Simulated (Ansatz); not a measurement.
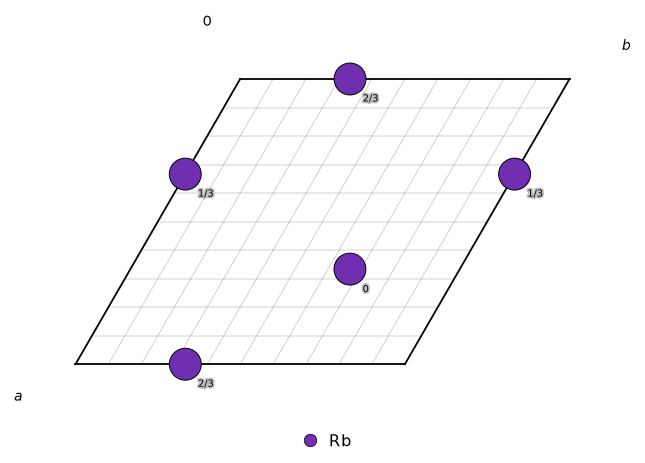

Plan of a unit cell projected along c (a down the page, b across); the numbers are heights as fractions of c, and atoms on the cell's edges are repeated. The grid marks tenths of a and b. Source: the end point of a relaxation with DFT PBE, scalar-relativistic, plane waves, PAW in Ansatz 0.2.0; the starting structure was generated, so it need not be a known form of this composition. Geometry calculated from the standardised cell; symmetry tolerance 0.002 Å.

a = 7.990 Å, b = 7.990 Å, c = 4.923 Å, α = 90.00°, β = 90.00°, γ = 120.00°.

Q: What does the cell contain?

A: 3 Rb: Rb, Z = 3.

Q: Give the fractional coordinates of all atoms, to two places.

A:
```tsv
atom	x	y	z
Rb	0.33	0.00	0.33
Rb	0.00	0.33	0.67
Rb	0.67	0.67	0.00
```
